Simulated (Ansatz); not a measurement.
# Calculations on TaSi$_{2}$

## 1. Relaxation

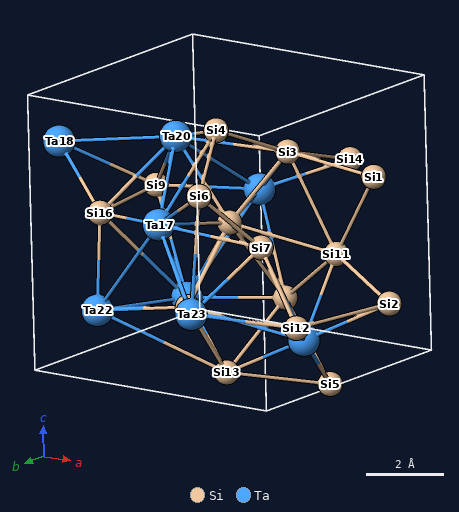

This is the input geometry for a relaxation of an amorphous cell of composition TaSi2 (coarse preliminary run). The picture is a ball-and-stick view of the cell of the calculation (origin shifted), seen from a free direction.

Case: the quenched liquid.

Method: DFT PBE, scalar-relativistic, plane waves, PAW in Ansatz.

The input:
```yaml
crystal:
  lattice:
    - [7.238949, -0.078963, -0.113991]
    - [-0.078963, 7.514851, 0.025597]
    - [-0.113991, 0.025597, 7.397773]
  atoms:
    - { symbol: Si, position: [0.4965029248, 0.7507934501, 0.4424970424] }
    - { symbol: Si, position: [0.5648020079, 0.7712427153, 0.9966778843] }
    - { symbol: Si, position: [0.320582415, 0.0196071954, 0.5676832394] }
    - { symbol: Si, position: [0.9635239381, 0.9518094919, 0.5770389864] }
    - { symbol: Si, position: [0.7121906628, 0.3430852955, 0.8528841629] }
    - { symbol: Si, position: [0.791095823, 0.8267780469, 0.2834182214] }
    - { symbol: Si, position: [0.111670362, 0.9066529149, 0.1632256585] }
    - { symbol: Si, position: [0.2199851961, 0.2408912189, 0.3440288745] }
    - { symbol: Si, position: [0.1736123112, 0.6101568699, 0.5563072257] }
    - { symbol: Si, position: [0.5641537535, 0.3938903916, 0.1564926855] }
    - { symbol: Si, position: [0.5288534109, 0.032004712, 0.2293560466] }
    - { symbol: Si, position: [0.1715104011, 0.7891791411, 0.8528674832] }
    - { symbol: Si, position: [0.3379485495, 0.444527396, 0.8619123997] }
    - { symbol: Si, position: [0.6706697212, 0.1303936414, 0.6168401377] }
    - { symbol: Si, position: [0.0778295696, 0.3089354281, 0.0311548962] }
    - { symbol: Si, position: [0.8507921493, 0.5055784377, 0.3837625576] }
    - { symbol: Ta, position: [0.8661291406, 0.177465512, 0.2695710485] }
    - { symbol: Ta, position: [0.7880337628, 0.6529805134, 0.6670015072] }
    - { symbol: Ta, position: [0.4693424225, 0.3995149773, 0.537921385] }
    - { symbol: Ta, position: [0.0346731965, 0.2940717316, 0.6412800834] }
    - { symbol: Ta, position: [0.4217090259, 0.0919118576, 0.9133091445] }
    - { symbol: Ta, position: [0.8960670733, 0.599961758, 0.0562431184] }
    - { symbol: Ta, position: [0.8701983905, 0.0016281592, 0.9053952509] }
    - { symbol: Ta, position: [0.2837161298, 0.5962018766, 0.1603374069] }
  symmetry: { detect: false }
basis:
  ecutwfc: 420
kpoints:
  mp_grid: { grid: [2, 2, 2], shift: [0.5, 0.5, 0.5] }
hamiltonian:
  xc: pbe
scf:
  occupations: { method: gaussian, width: 0.1 }
  lower_state_search: "off"
output:
  forces: true
  stress: true
  eigenvalues: true
relax:
  adjacent_minimum: "off"
  f_tol: 0.04
  max_steps: 70
  cell: { stress_tol: 0.3 }
```

Run as
```bash
ansatz run input.yaml --threads 2 --pin off --max-ram 5120MiB --backend cpu --events-out ev --progress --plain --runs-dir out
```

> Where does the relaxation end?

The largest move relative to the cell is that of Si8, 0.96 Å along [−1 3 −1]. By element the largest moves are Si 0.96 Å, Ta 0.79 Å. Cell: a 7.240 → 6.422 Å (−11.3 %), b 7.515 → 7.589 Å (+1.0 %), c 7.399 → 7.637 Å (+3.2 %), α 89.6° → 89.4°, β 91.8° → 89.5°, γ 91.2° → 90.3°. Volume −7.5 %. Near-neighbour distances that change, for instance: Si6–Ta24 4.107 → 2.674 Å, Si16–Ta24 4.442 → 3.236 Å, Si1–Si2 4.118 → 2.957 Å, Si3–Ta17 4.710 → 3.624 Å. New bonds form: Si6–Ta24 (4.11 → 2.67 Å), Ta21–Ta23 (4.03 → 3.36 Å). Bond angles that change, for instance: Si6–Si1–Si9 167.0° → 119.7°, Ta17–Si8–Ta24 102.0° → 148.7°, Si3–Si8–Si15 148.7° → 105.9°. After 20 accepted moves (23 points after the start) the energy has fallen by 169 meV per atom. Largest force component: 1.3 eV/Å at the start, 0.039 eV/Å at the end. Pressure: −6.29 GPa at the start and 0.02 GPa at the end. The line search rejected the trial steps at points 17, 20 of the run. At 1 point the geometry stayed and the basis and grid were re-selected for the new cell (energy shift of less than 0.05 meV per atom at most each time). Cost: 95 s on 2 threads of AMD EPYC 9R45 96-Core Processor (Zen 5) (shared host), peak memory 0.86 GiB.

History of the run:

```csv
step,"E − E(0), meV/atom","largest force component, eV/Å","pressure, GPa","volume, Å³/atom",note
0,0.00,1.3423,-6.29,16.762,
1,-70.75,1.0584,5.86,15.193,
2,-103.04,0.5194,1.66,15.383,
3,-109.93,0.2126,0.06,15.496,
4,-112.95,0.3731,0.05,15.566,
5,-117.62,0.2596,-0.06,15.570,
6,-124.03,0.3029,-0.09,15.589,
7,-130.16,0.3120,0.25,15.561,
8,-137.56,0.3648,0.54,15.538,
9,-140.11,0.5029,0.74,15.552,
10,-151.46,0.2846,0.37,15.553,
11,-159.02,0.3621,0.16,15.555,
12,-164.22,0.2580,0.29,15.508,
13,-166.15,0.1648,-0.02,15.536,
14,-167.04,0.1647,-0.20,15.535,
15,-167.63,0.0892,0.10,15.492,
16,-167.79,0.0984,0.05,15.495,
17,-167.02,0.2389,-0.19,15.528,rejected
18,-168.43,0.0655,-0.03,15.504,
19,-168.94,0.0743,-0.02,15.506,
20,-168.80,0.1499,0.02,15.512,rejected
21,-169.17,0.0656,0.01,15.503,
22,-169.34,0.0392,0.02,15.506,
23,-169.32,0.0391,0.02,15.506,"same geometry, new basis"
```

The structure at the end:

```
CELL_PARAMETERS angstrom
6.42206 -0.02478 0.02282
-0.01232 7.58863 0.03828
0.04278 0.03816 7.63633
ATOMIC_POSITIONS crystal
Si 0.52123 0.74854 0.54641
Si 0.56977 0.78553 0.92901
Si 0.33540 0.07276 0.48320
Si 0.01198 0.94427 0.57103
Si 0.72345 0.33576 0.85106
Si 0.72940 0.81653 0.28585
Si 0.08507 0.88163 0.18869
Si 0.18473 0.36076 0.31420
Si 0.18470 0.62274 0.51692
Si 0.55984 0.33966 0.13750
Si 0.47312 0.02181 0.18206
Si 0.18481 0.78298 0.88944
Si 0.31073 0.46397 0.88751
Si 0.67612 0.08390 0.61225
Si 0.07304 0.25803 0.02523
Si 0.79791 0.49922 0.39526
Ta 0.85030 0.15876 0.30289
Ta 0.85509 0.64315 0.70520
Ta 0.48294 0.38630 0.57739
Ta 0.03405 0.29640 0.63337
Ta 0.38718 0.11207 0.86048
Ta 0.89194 0.57881 0.07358
Ta 0.88050 0.00514 0.89431
Ta 0.38231 0.64056 0.20436
```

After the run, drawn alike:

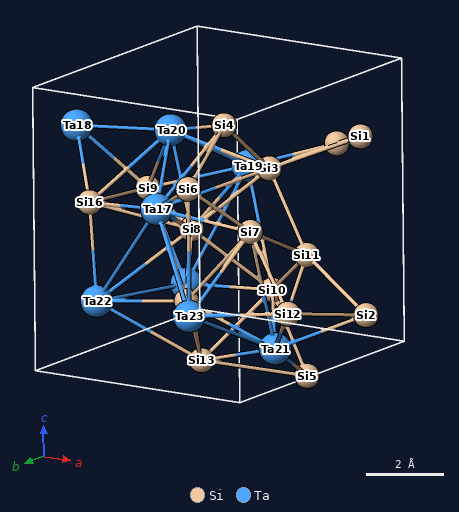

Limits of the set-up: the periodic images lie only 7.2 Å apart, so the values are limited by the cell's size.

## 2. Dynamics

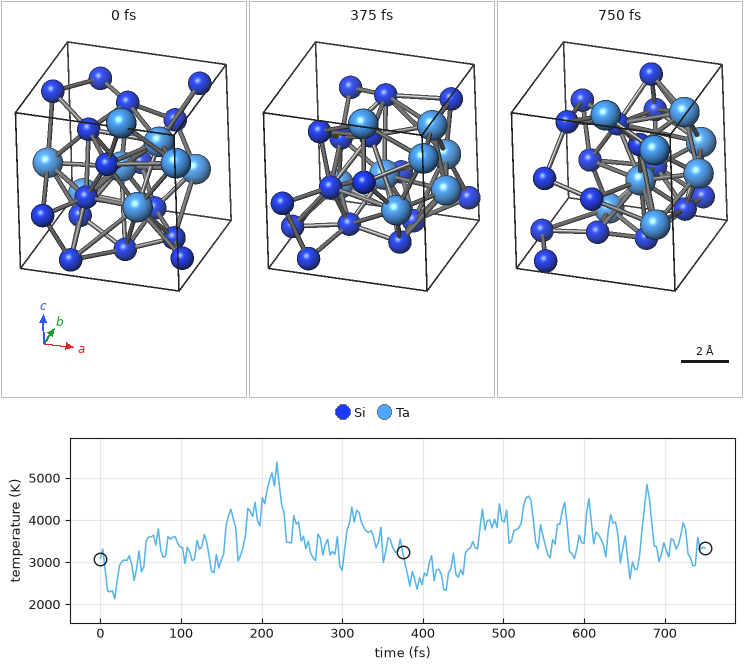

First-principles dynamics of an amorphous cell of composition TaSi2 (24 atoms in the cell), 750 fs long. Frames and the history of the run. A ball-and-stick model of the simulation cell, seen from a free direction. Atoms that leave the cell re-enter on the other side. Bonds to atoms that aren't drawn are left out.

These are results of DFT PBE, scalar-relativistic, plane waves, PAW (Ansatz 0.2.0), not measurements. Set-up: plane-wave cutoff 420 eV; k-point mesh 1 × 1 × 1; Fermi-Dirac smearing 0.278 eV; set temperature 3220 K; time step 3 fs.

**Describe the run.**

In the second half of the run the atoms are, in the root-mean-square, this far from where they began (common drift taken out): Si 1.65 Å, Ta 1.01 Å. That is a large part of the typical shortest distance between atoms in the first frame, about 2.3 Å and still growing: the atoms leave their places as in a liquid. Bond changes: 14 Si–Si contacts open and close in turn; 27 Si–Si bonds form between 63 fs and 750 fs; 26 Si–Si bonds break between 117 fs and 738 fs. The mean temperature in the second half is 3440 K (standard deviation 551 K). The potential energy in the second half lies on average 40.0 meV per atom below the first frame. The mean pressure there is 9.4 GPa.

Limits of the set-up: the periodic images lie only 7.2 Å apart, so the values are limited by the cell's size.

## 3. Dynamics

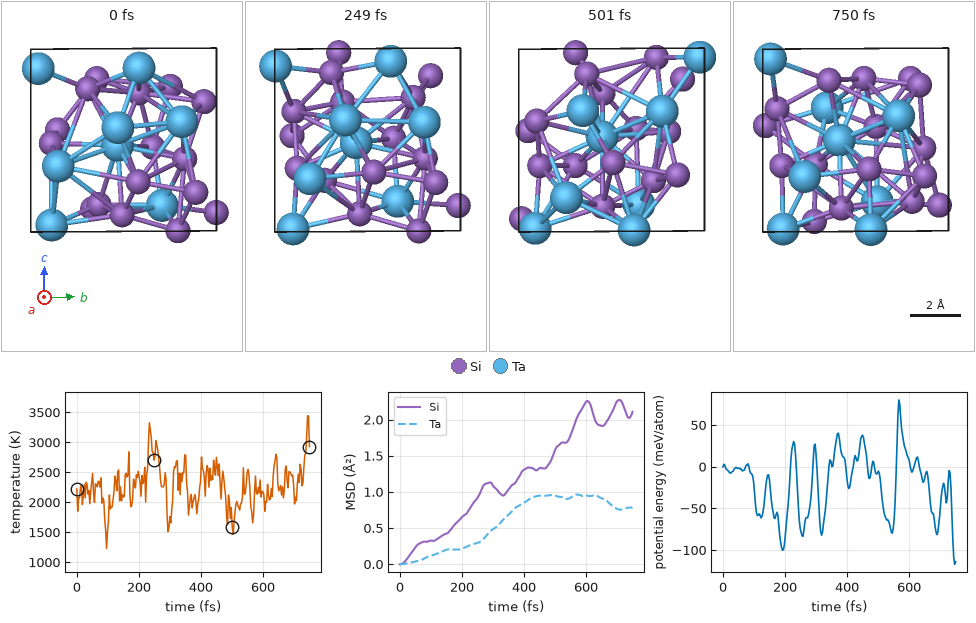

A Born-Oppenheimer molecular dynamics run of an amorphous cell of composition TaSi2 (24 atoms in the cell), 750 fs long. It starts from the last geometry of an earlier run, with fresh velocities. Frames and the history of the run. The picture is a ball-and-stick view of the simulation cell, seen along the a axis. Atoms that leave the cell re-enter on the other side. Bonds to atoms that aren't drawn are left out.

Level of theory: Ansatz, DFT PBE, scalar-relativistic, plane waves, PAW. Run with plane-wave cutoff 420 eV; k-point mesh 1 × 1 × 1; Fermi-Dirac smearing 0.2 eV; set temperature 2320 K; time step 3 fs.

Question: What happens in this trajectory?

Answer: In the second half of the run the atoms are, in the root-mean-square, this far from where they began (common drift taken out): Si 1.33 Å, Ta 0.94 Å. Against the typical shortest distance between atoms in the first frame, about 2.4 Å these are large excursions, but over 750 fs one can't yet tell strong vibration from the start of diffusion. 2 of the 24 free atoms end more than three quarters of that spacing from the start. Bond changes: 20 Si–Si bonds form between 96 fs and 738 fs; 20 Si–Si bonds break between 102 fs and 615 fs; 7 Si–Si contacts open and close in turn. The mean temperature in the second half is 2277 K (standard deviation 334 K). The potential energy in the second half lies on average 14.8 meV per atom below the first frame. The mean pressure there is 4.8 GPa.

Limits of the set-up: the periodic images lie only 7.2 Å apart, so the values are limited by the cell's size.
